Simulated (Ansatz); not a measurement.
# Geometry relaxation of Si3N2 (part 1 of 2)

Si3N2 (R-3m, 5 atoms in the cell), computed with DFT PBE, scalar-relativistic, plane waves, PAW, no spin polarisation (Ansatz 0.2.0).

The structure was made by swapping elements on the sites of another compound; it need not be a known phase. It belongs to a series of runs on one base structure; here: Hf -> Si on all its sites, cell and atoms relaxed. Figures and captions count atoms from 1; the log counts them from 0 in places.

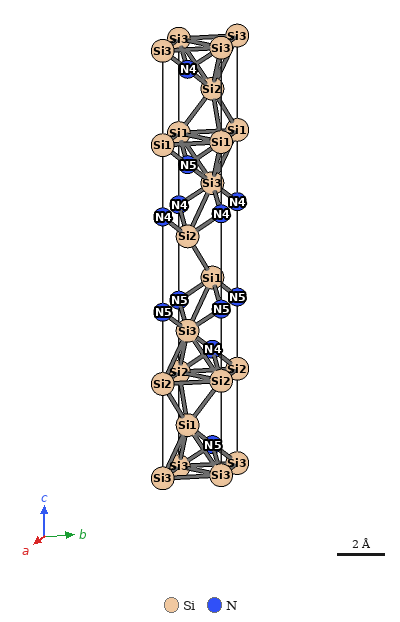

**Figure 1.** The structure as given in the input (ball-and-stick view of the cell 3 times as large as that of the calculation, set on its symmetry axes, seen slightly off an axis; atoms are numbered from 1 in the order of the input).

Summary

```json
{"quantity": "outcome", "value": "converged"}
{"quantity": "space group (tolerance 0.01 Å)", "value": "R-3m (166)"}
{"quantity": "electrons treated", "value": "22"}
{"quantity": "free energy", "value": "−2674.5712 eV"}
{"quantity": "Fermi energy", "value": "12.059 eV"}
{"quantity": "gap on the k-point mesh", "value": "none (metallic)"}
{"quantity": "pressure", "value": "0.13 GPa"}
{"quantity": "final volume", "value": "51.70 Å³"}
{"quantity": "largest force (length of the vector) at the end", "value": "under 0.001 eV/Å"}
{"quantity": "final cell", "value": "a = 7.968 Å, b = 7.968 Å, c = 7.968 Å, α = 19.99°, β = 19.99°, γ = 19.99°"}
{"quantity": "hardware", "value": "1 thread of Intel Xeon @ 2.50GHz (Skylake/Cascade Lake), 192 GiB of memory available, shared host"}
{"quantity": "wall time", "value": "2.9 min"}
{"quantity": "peak memory", "value": "0.49 GiB"}
```

The input
```yaml
crystal:
  lattice:
    - [1.2915520813, 0.7456779418, 6.2429938996]
    - [-1.2915520813, 0.7456779418, 6.2429938996]
    - [0.0, -1.4913558836, 6.2429938996]
  atoms:
    - { symbol: Si, position: [0.7792855445, 0.7792855445, 0.7792855445] }
    - { symbol: Si, position: [0.2207144555, 0.2207144555, 0.2207144555] }
    - { symbol: Si, position: [0.0, 0.0, 0.0] }
    - { symbol: "N", position: [0.6114926723, 0.6114926723, 0.6114926723] }
    - { symbol: "N", position: [0.3885073277, 0.3885073277, 0.3885073277] }
basis:
  ecutwfc: 420
kpoints:
  mp_grid: { grid: [12, 12, 12] }
hamiltonian:
  xc: pbe
scf:
  occupations: { method: gaussian, width: 0.1 }
output:
  forces: true
  stress: true
  eigenvalues: true
relax:
  adjacent_minimum: "off"
  f_tol: 0.05
  max_steps: 60
  cell: { stress_tol: 0.5 }
```

Launched with:
```bash
ansatz run input.yaml --threads 1 --pin off --max-ram 2560MiB --backend cpu --events-out ev --progress --plain --runs-dir out
```

The program's output
```
basis.fft_grid_basis auto: the FFT boxes are laid along the combinations [[1, 0, -1], [0, 1, -1], [0, 0, 1]] of the cell's own vectors, 2.583, 2.583 and 6.419 Å long. The dense box has 18×18×45 points. Along the cell's own vectors, as sized, it would have 45×45×45, 6.25 times as many. Of the 12 symmetry operations that the crystal satisfies within crystal.symmetry.tolerance (time reversal apart; of a slab, those that keep its plane) the dense box along the cell's own vectors carries 12, and the one as laid loses 8 of those. basis.fft_grid_basis: typed keeps the cell's own vectors: state it where this run's energies or levels are differenced outside the engine with another run's, or held beside a run that keeps those vectors.
Engine: ansatz 0.2.0, x86_64-unknown-linux-gnu
Pseudopotentials: kind: paw
Pseudopotential: Si, paw, valence charge 4, recommended cutoff 420 eV (normal), Si.paw.azcp
Pseudopotential: N, paw, valence charge 5, recommended cutoff 420 eV (normal), N.paw.azcp
Functional definition: PBE
  parameter kappa = 0.804
  parameter beta = 0.06672455060314922
  exchange = pbe_x(kappa = kappa, mu = beta*pi^2/3)
  correlation = pbe_c(beta = beta)
Crystal: 5 atoms, lattice volume = 36.075 Å³
Basis set: ecut = 420 eV, 735 PW (Γ), FFT grids on a1−a3, a2−a3, a3, exchange–correlation on 36×36×90 points (8 copies of the dense FFT grid, shifted against one another)
Bands: 16, of which v1, the nominal top of the filled ones, is band 11 counted from 1 (10 counted from 0)
Symmetry: 12 space group operations
Space group: R-3m (ITA 166), of the structure as read, at distance tolerance 3.3e-5 Å
k-points: 189 of 1728
Non-local potential: Si, projectors of the file, l = 0: 2, l = 1: 2, l = 2: 2
Non-local potential: N, projectors of the file, l = 0: 2, l = 1: 2, l = 2: 1
PAW form: soft (Blöchl's): semilocal exchange-correlation on the pseudo side does not see the compensation charge
PAW one-centre angular grid: Si, 110 points (default); XC on 64 Gauss nodes
PAW one-centre angular grid: N, 110 points (default); XC on 64 Gauss nodes
Initial density: superposition of atomic densities (neutral atoms: chi_scale 0, normalization atom), corrected by the library's trained network
Initial wavefunctions: pseudopotential atomic-orbital guess
Functional: x = pbe(κ = 0.804, μ = 0.2195149727645171), c = pbe(β = 0.06672455060314922)
SCF iter   1: F=—  HF=-2667.443636 eV  |F-HF|=—  |Δ(HF+E_count)|=         —  Δρ=2.44e-2  dr2=2.25e-1  ethr=1.77e-3  ⟨swp⟩=6.0  Hψ=18866  notcnv=0
preconditioner: auto → none  [metal: Δε(μ)=0.010 eV  Ē_g=15.183 eV  σ=0.100 eV  W_gap=0.06  n_scr=4 (ndim 8)  ℏωp=29.0 eV  f_vac=0.000  D(μ)=1.71/eV (n_scr^D=16)  sad-step TF]
SCF iter   2: F=—  HF=-2667.403508 eV  |F-HF|=—  |Δ(HF+E_count)|=   4.01e-2  Δρ=1.38e-2  dr2=8.93e-2  ethr=1.02e-3  ⟨swp⟩=1.1  Hψ=4570  notcnv=0  defer=9
SCF iter   3: F=—  HF=-2667.383746 eV  |F-HF|=—  |Δ(HF+E_count)|=   1.98e-2  Δρ=2.96e-3  dr2=2.10e-2  ethr=4.06e-4  ⟨swp⟩=2.2  Hψ=5159  notcnv=0  defer=10
SCF iter   4: F=—  HF=-2667.380290 eV  |F-HF|=—  |Δ(HF+E_count)|=   3.46e-3  Δρ=8.06e-4  dr2=2.33e-4  ethr=9.53e-5  ⟨swp⟩=1.8  Hψ=4047  notcnv=0  defer=75
SCF iter   5: F=—  HF=-2667.380265 eV  |F-HF|=—  |Δ(HF+E_count)|=   2.50e-5  Δρ=2.43e-4  dr2=1.05e-5  ethr=1.06e-6  ⟨swp⟩=2.1  Hψ=3978  notcnv=0  defer=81
SCF iter   6: F=—  HF=-2667.380219 eV  |F-HF|=—  |Δ(HF+E_count)|=   4.64e-5  Δρ=3.13e-5  dr2=1.76e-7  ethr=4.79e-8  ⟨swp⟩=2.6  Hψ=4888  notcnv=0  defer=120
SCF iter   7: F=-2667.380219 eV  HF=-2667.380219 eV  |F-HF|=2.15e-9  |Δ(HF+E_count)|=   4.74e-8  Δρ=6.16e-6  dr2=4.73e-9  ethr=4.55e-10  ⟨swp⟩=7.7  Hψ=15074  notcnv=0
SCF 1 converged in 7 iterations: F = -2667.380219 eV  dr2 = 4.73e-9
  greatest PAW one-centre occupation: 0.812 electrons in one spin orbital (limit 2), on the N atom at site 4 (counted from 0), in its partial waves of l = 0
relax step   1: F+E_penalty+E_count = -2667.38021868 eV  Δ(F+E_penalty+E_count) = +0.000e0 eV  max|allowed force component| = 8.564e0 eV/Å  Δτ_max = 0.0000 Å  P = +119.303 GPa  Ω = 36.075 Å³  (7 SCF iters, dr2 threshold 1.00e-7 eV, accepted)
Crystal: 5 atoms, lattice volume = 38.853 Å³
Basis set: ecut = 420 eV, 777 PW (Γ), FFT grids on a1−a3, a2−a3, a3, exchange–correlation on 36×36×90 points (8 copies of the dense FFT grid, shifted against one another)
Initial density: handed on by an earlier stage of this run
Initial wavefunctions: those handed on with the density
iter 1 solved again at ethr=3.07e-4 eV; its pass at ethr=3.10e-3 eV (dr2=6.76e-2 eV) is discarded
SCF iter   1: F=—  HF=-2670.318616 eV  |F-HF|=—  |Δ(HF+E_count)|=         —  Δρ=1.31e-2  dr2=6.77e-2  ethr=3.07e-4  ⟨swp⟩=1.0  Hψ=20140  notcnv=0
preconditioner: auto → none  [metal: Δε(μ)=0.008 eV  Ē_g=14.382 eV  σ=0.100 eV  W_gap=0.05  n_scr=4 (ndim 8)  ℏωp=27.9 eV  f_vac=0.000  D(μ)=1.22/eV (n_scr^D=4)]
SCF iter   2: F=—  HF=-2670.299607 eV  |F-HF|=—  |Δ(HF+E_count)|=   1.90e-2  Δρ=3.91e-3  dr2=5.27e-3  ethr=3.07e-4  ⟨swp⟩=2.3  Hψ=5487  notcnv=0
SCF iter   3: F=—  HF=-2670.298840 eV  |F-HF|=—  |Δ(HF+E_count)|=   7.68e-4  Δρ=1.78e-3  dr2=2.30e-3  ethr=2.39e-5  ⟨swp⟩=2.1  Hψ=3860  notcnv=0
SCF iter   4: F=—  HF=-2670.298526 eV  |F-HF|=—  |Δ(HF+E_count)|=   3.14e-4  Δρ=6.86e-4  dr2=2.48e-4  ethr=1.05e-5  ⟨swp⟩=2.1  Hψ=3676  notcnv=0
SCF iter   5: F=—  HF=-2670.298516 eV  |F-HF|=—  |Δ(HF+E_count)|=   9.69e-6  Δρ=1.40e-4  dr2=4.70e-6  ethr=1.13e-6  ⟨swp⟩=2.0  Hψ=4042  notcnv=0
SCF iter   6: F=-2670.298517 eV  HF=-2670.298517 eV  |F-HF|=2.64e-8  |Δ(HF+E_count)|=   1.09e-6  Δρ=2.04e-5  dr2=7.42e-8  ethr=2.27e-9  ⟨swp⟩=7.1  Hψ=15901  notcnv=0
SCF 2 converged in 6 iterations: F = -2670.298517 eV  dr2 = 7.42e-8
[... from here on the iterations of each SCF are left out, up to the last one ...]
relax step   2: F+E_penalty+E_count = -2670.29851739 eV  Δ(F+E_penalty+E_count) = -2.918e0 eV  max|allowed force component| = 6.618e0 eV/Å  Δτ_max = 0.0427 Å  P = +81.963 GPa  Ω = 38.853 Å³  energy of the carried Pulay correction = -9.121e-3 eV  (6 SCF iters, dr2 threshold 5.00e-7 eV, accepted)
Crystal: 5 atoms, lattice volume = 41.723 Å³
Basis set: ecut = 420 eV, 833 PW (Γ), FFT grids on a1−a3, a2−a3, a3, exchange–correlation on 36×36×90 points (8 copies of the dense FFT grid, shifted against one another)
preconditioner: auto → none  [metal: Δε(μ)=0.030 eV  Ē_g=13.546 eV  σ=0.100 eV  W_gap=0.16  n_scr=4 (ndim 8)  ℏωp=27.0 eV  f_vac=0.000  D(μ)=0.74/eV (n_scr^D=2)]
SCF 3 converged in 6 iterations: F = -2672.840076 eV  dr2 = 9.29e-8
relax step   3: F+E_penalty+E_count = -2672.84007631 eV  Δ(F+E_penalty+E_count) = -2.542e0 eV  max|allowed force component| = 2.946e0 eV/Å  Δτ_max = 0.0796 Å  P = +45.184 GPa  Ω = 41.723 Å³  energy of the carried Pulay correction = -1.786e-2 eV  (6 SCF iters, dr2 threshold 5.00e-7 eV, accepted)
Crystal: 5 atoms, lattice volume = 46.766 Å³
Basis set: ecut = 420 eV, 905 PW (Γ), FFT grids on a1−a3, a2−a3, a3, exchange–correlation on 36×36×90 points (8 copies of the dense FFT grid, shifted against one another)
preconditioner: auto → none  [metal: Δε(μ)=0.004 eV  Ē_g=12.397 eV  σ=0.100 eV  W_gap=0.03  n_scr=4 (ndim 8)  ℏωp=25.5 eV  f_vac=0.000  D(μ)=1.16/eV (n_scr^D=4)]
SCF 4 converged in 6 iterations: F = -2673.977782 eV  dr2 = 4.21e-7
relax step   4: F+E_penalty+E_count = -2673.97778208 eV  Δ(F+E_penalty+E_count) = -1.138e0 eV  max|allowed force component| = 1.526e0 eV/Å  Δτ_max = 0.1373 Å  P = +17.703 GPa  Ω = 46.766 Å³  energy of the carried Pulay correction = -3.177e-2 eV  (6 SCF iters, dr2 threshold 5.00e-7 eV, accepted)
Crystal: 5 atoms, lattice volume = 47.884 Å³
Basis set: ecut = 420 eV, 943 PW (Γ), FFT grids on a1−a3, a2−a3, a3, exchange–correlation on 36×36×90 points (8 copies of the dense FFT grid, shifted against one another)
eigensolver tolerance schedule calibrated: the retry pair's looser diagonalisation under-reported the residual by θ = 0.10 (0.12/decade); ethr = c·dr2/N_el runs at the constant in force after the calibration composes with the one it found (an armed cap, an earlier calibration), c = 7.5e-2
preconditioner: auto → none  [metal: Δε(μ)=0.035 eV  Ē_g=11.906 eV  σ=0.100 eV  W_gap=0.19  n_scr=4 (ndim 8)  ℏωp=25.2 eV  f_vac=0.000  D(μ)=1.04/eV (n_scr^D=4)]
SCF 5 converged in 6 iterations: F = -2674.261266 eV  dr2 = 5.90e-8
relax step   5: F+E_penalty+E_count = -2674.26126616 eV  Δ(F+E_penalty+E_count) = -2.835e-1 eV  max|allowed force component| = 3.954e-1 eV/Å  Δτ_max = 0.0299 Å  P = +8.969 GPa  Ω = 47.884 Å³  energy of the carried Pulay correction = -3.463e-2 eV  (6 SCF iters, dr2 threshold 5.00e-7 eV, accepted)
Crystal: 5 atoms, lattice volume = 51.267 Å³
Basis set: ecut = 420 eV, 1015 PW (Γ), FFT grids on a1−a3, a2−a3, a3, exchange–correlation on 36×36×90 points (8 copies of the dense FFT grid, shifted against one another)
preconditioner: auto → none  [metal: Δε(μ)=0.043 eV  Ē_g=11.244 eV  σ=0.100 eV  W_gap=0.24  n_scr=4 (ndim 8)  ℏωp=24.3 eV  f_vac=0.000  D(μ)=0.95/eV (n_scr^D=4)]
SCF 6 converged in 6 iterations: F = -2674.265586 eV  dr2 = 9.48e-8
relax step   6: F+E_penalty+E_count = -2674.26558631 eV  Δ(F+E_penalty+E_count) = -4.320e-3 eV  max|allowed force component| = 5.222e-1 eV/Å  Δτ_max = 0.0131 Å  P = -6.695 GPa  Ω = 51.267 Å³  energy of the carried Pulay correction = -4.285e-2 eV  (6 SCF iters, dr2 threshold 5.00e-7 eV, accepted)
Crystal: 5 atoms, lattice volume = 49.713 Å³
Basis set: ecut = 420 eV, 979 PW (Γ), FFT grids on a1−a3, a2−a3, a3, exchange–correlation on 36×36×90 points (8 copies of the dense FFT grid, shifted against one another)
preconditioner: auto → none  [metal: Δε(μ)=0.022 eV  Ē_g=11.502 eV  σ=0.100 eV  W_gap=0.13  n_scr=4 (ndim 8)  ℏωp=24.7 eV  f_vac=0.000  D(μ)=0.81/eV (n_scr^D=4)]
SCF 7 converged in 6 iterations: F = -2674.309745 eV  dr2 = 1.70e-8
relax step   7: F+E_penalty+E_count = -2674.30974487 eV  Δ(F+E_penalty+E_count) = -4.416e-2 eV  max|allowed force component| = 5.676e-3 eV/Å  Δτ_max = 0.0106 Å  P = +0.079 GPa  Ω = 49.713 Å³  energy of the carried Pulay correction = -3.915e-2 eV  (6 SCF iters, dr2 threshold 5.00e-7 eV, accepted)
Basis set: ecut = 420 eV, 979 PW (Γ), FFT grids on a1−a3, a2−a3, a3, exchange–correlation on 40×40×108 points (8 copies of the dense FFT grid, shifted against one another)
Initial wavefunctions: pseudopotential atomic-orbital guess (no wavefunctions were taken with the density)
preconditioner: auto → none  [metal: Δε(μ)=0.019 eV  Ē_g=11.490 eV  σ=0.100 eV  W_gap=0.11  n_scr=4 (ndim 8)  ℏωp=24.7 eV  f_vac=0.000  D(μ)=0.82/eV (n_scr^D=4)]
SCF 8 converged in 7 iterations: F = -2674.527521 eV  dr2 = 3.38e-10
relax step   8: F+E_penalty+E_count = -2674.52752128 eV  Δ(F+E_penalty+E_count) = -2.178e-1 eV  max|allowed force component| = 5.359e-2 eV/Å  Δτ_max = 0.0000 Å  P = +4.364 GPa  Ω = 49.713 Å³  stress off target by 6.71e0 GPa  SCF on the basis re-selected at this cell (its energy is not comparable with the rows above)  (7 SCF iters)
basis re-selected at this cell: Δ(F+E_penalty+E_count) = -2.178e-1 eV, ΔP = +4.285 GPa vs the last step (what re-selecting the basis moved, of the pressure what is left beyond the Pulay correction that the steps carried, after the strain that the cell walked since its last selection, with what the two solves' SCF thresholds leave and, on support functions, any second-order correction that the steps lacked; it is no measure of the basis error at this ecutwfc). The dense FFT grid was sized anew with the basis: this SCF ran on 20×20×54 points, the steps before it on 18×18×45, so part of this shift can come from that change (see relax.cell in the input reference). This SCF's stress stands 6.71e0 GPa from its target on what of the cell is left free (relax.cell.stress_tol is 5.00e-1 GPa) and its largest allowed force component is 5.36e-2 eV/Å (relax.f_tol is 5.00e-2 eV/Å): not within both, so this SCF does not close the relaxation
Crystal: 5 atoms, lattice volume = 51.007 Å³
Basis set: ecut = 420 eV, 997 PW (Γ), FFT grids on a1−a3, a2−a3, a3, exchange–correlation on 40×40×108 points (8 copies of the dense FFT grid, shifted against one another)
preconditioner: auto → none  [metal: Δε(μ)=0.016 eV  Ē_g=11.268 eV  σ=0.100 eV  W_gap=0.09  n_scr=4 (ndim 8)  ℏωp=24.4 eV  f_vac=0.000  D(μ)=1.31/eV (n_scr^D=4)]
SCF 9 converged in 6 iterations: F = -2674.546861 eV  dr2 = 5.47e-8
relax step   9: F+E_penalty+E_count = -2674.54686129 eV  Δ(F+E_penalty+E_count) = -1.934e-2 eV  max|allowed force component| = 1.545e-1 eV/Å  Δτ_max = 0.0105 Å  P = +0.328 GPa  Ω = 51.007 Å³  energy of the carried Pulay correction = -3.410e-3 eV  (6 SCF iters, dr2 threshold 5.00e-7 eV, accepted)
Crystal: 5 atoms, lattice volume = 51.293 Å³
preconditioner: auto → none  [metal: Δε(μ)=0.015 eV  Ē_g=11.227 eV  σ=0.100 eV  W_gap=0.08  n_scr=4 (ndim 8)  ℏωp=24.3 eV  f_vac=0.000  D(μ)=1.48/eV (n_scr^D=4)]
SCF 10 converged in 6 iterations: F = -2674.552066 eV  dr2 = 4.48e-9
relax step  10: F+E_penalty+E_count = -2674.55206553 eV  Δ(F+E_penalty+E_count) = -5.204e-3 eV  max|allowed force component| = 1.639e-1 eV/Å  Δτ_max = 0.0127 Å  P = -0.064 GPa  Ω = 51.293 Å³  energy of the carried Pulay correction = -4.252e-3 eV  (6 SCF iters, dr2 threshold 5.00e-7 eV, accepted)
Crystal: 5 atoms, lattice volume = 51.537 Å³
Basis set: ecut = 420 eV, 1021 PW (Γ), FFT grids on a1−a3, a2−a3, a3, exchange–correlation on 40×40×108 points (8 copies of the dense FFT grid, shifted against one another)
preconditioner: auto → none  [metal: Δε(μ)=0.027 eV  Ē_g=11.215 eV  σ=0.100 eV  W_gap=0.15  n_scr=4 (ndim 8)  ℏωp=24.3 eV  f_vac=0.000  D(μ)=1.07/eV (n_scr^D=4)]
SCF 11 converged in 6 iterations: F = -2674.560229 eV  dr2 = 5.60e-9
relax step  11: F+E_penalty+E_count = -2674.56022878 eV  Δ(F+E_penalty+E_count) = -8.163e-3 eV  max|allowed force component| = 1.572e-1 eV/Å  Δτ_max = 0.0151 Å  P = -0.130 GPa  Ω = 51.537 Å³  energy of the carried Pulay correction = -5.002e-3 eV  (6 SCF iters, dr2 threshold 5.00e-7 eV, accepted)
Crystal: 5 atoms, lattice volume = 52.657 Å³
Basis set: ecut = 420 eV, 1035 PW (Γ), FFT grids on a1−a3, a2−a3, a3, exchange–correlation on 40×40×108 points (8 copies of the dense FFT grid, shifted against one another)
preconditioner: auto → none  [metal: Δε(μ)=0.018 eV  Ē_g=11.295 eV  σ=0.100 eV  W_gap=0.10  n_scr=6 (ndim 8)  ℏωp=24.0 eV  f_vac=0.000  D(μ)=0.70/eV (n_scr^D=2)]
SCF 12 converged in 6 iterations: F = -2674.544702 eV  dr2 = 4.22e-7
relax step  12: F+E_penalty+E_count = -2674.54470177 eV  Δ(F+E_penalty+E_count) = +1.553e-2 eV  max|allowed force component| = 2.271e-1 eV/Å  Δτ_max = 0.0914 Å  P = +0.670 GPa  Ω = 52.657 Å³  energy of the carried Pulay correction = -8.777e-3 eV  (6 SCF iters, dr2 threshold 5.00e-7 eV, rejected (line search))
Crystal: 5 atoms, lattice volume = 52.106 Å³
Basis set: ecut = 420 eV, 1023 PW (Γ), FFT grids on a1−a3, a2−a3, a3, exchange–correlation on 40×40×108 points (8 copies of the dense FFT grid, shifted against one another)
preconditioner: auto → none  [metal: Δε(μ)=0.020 eV  Ē_g=11.195 eV  σ=0.100 eV  W_gap=0.11  n_scr=4 (ndim 8)  ℏωp=24.1 eV  f_vac=0.000  D(μ)=1.22/eV (n_scr^D=4)]
SCF 13 converged in 7 iterations: F = -2674.559445 eV  dr2 = 9.93e-10
relax step  13: F+E_penalty+E_count = -2674.55944543 eV  Δ(F+E_penalty+E_count) = +7.834e-4 eV  max|allowed force component| = 3.331e-2 eV/Å  Δτ_max = 0.0404 Å  P = -0.308 GPa  Ω = 52.106 Å³  energy of the carried Pulay correction = -6.846e-3 eV  (7 SCF iters, accepted)
Crystal: 5 atoms, lattice volume = 51.802 Å³
Basis set: ecut = 420 eV, 999 PW (Γ), FFT grids on a1−a3, a2−a3, a3, exchange–correlation on 40×40×108 points (8 copies of the dense FFT grid, shifted against one another)
preconditioner: auto → none  [metal: Δε(μ)=0.013 eV  Ē_g=11.228 eV  σ=0.100 eV  W_gap=0.07  n_scr=4 (ndim 8)  ℏωp=24.2 eV  f_vac=0.000  D(μ)=1.09/eV (n_scr^D=4)]
SCF 14 converged in 6 iterations: F = -2674.563245 eV  dr2 = 8.15e-9
relax step  14: F+E_penalty+E_count = -2674.56324524 eV  Δ(F+E_penalty+E_count) = -3.800e-3 eV  max|allowed force component| = 8.751e-2 eV/Å  Δτ_max = 0.0101 Å  P = +0.217 GPa  Ω = 51.802 Å³  energy of the carried Pulay correction = -5.839e-3 eV  (6 SCF iters, dr2 threshold 5.00e-7 eV, accepted)
Crystal: 5 atoms, lattice volume = 51.289 Å³
Basis set: ecut = 420 eV, 1009 PW (Γ), FFT grids on a1−a3, a2−a3, a3, exchange–correlation on 40×40×108 points (8 copies of the dense FFT grid, shifted against one another)
preconditioner: auto → none  [metal: Δε(μ)=0.009 eV  Ē_g=11.215 eV  σ=0.100 eV  W_gap=0.05  n_scr=4 (ndim 8)  ℏωp=24.3 eV  f_vac=0.000  D(μ)=1.47/eV (n_scr^D=4)]
SCF 15 converged in 6 iterations: F = -2674.555290 eV  dr2 = 4.23e-8
relax step  15: F+E_penalty+E_count = -2674.55528959 eV  Δ(F+E_penalty+E_count) = +7.956e-3 eV  max|allowed force component| = 1.875e-1 eV/Å  Δτ_max = 0.0404 Å  P = +0.136 GPa  Ω = 51.289 Å³  energy of the carried Pulay correction = -4.240e-3 eV  (6 SCF iters, dr2 threshold 4.79e-7 eV, rejected (line search))
Crystal: 5 atoms, lattice volume = 51.700 Å³
Basis set: ecut = 420 eV, 1005 PW (Γ), FFT grids on a1−a3, a2−a3, a3, exchange–correlation on 40×40×108 points (8 copies of the dense FFT grid, shifted against one another)
preconditioner: auto → none  [metal: Δε(μ)=0.027 eV  Ē_g=11.236 eV  σ=0.100 eV  W_gap=0.15  n_scr=4 (ndim 8)  ℏωp=24.2 eV  f_vac=0.000  D(μ)=1.05/eV (n_scr^D=4)]
SCF 16 converged in 7 iterations: F = -2674.564794 eV  dr2 = 3.89e-10
```
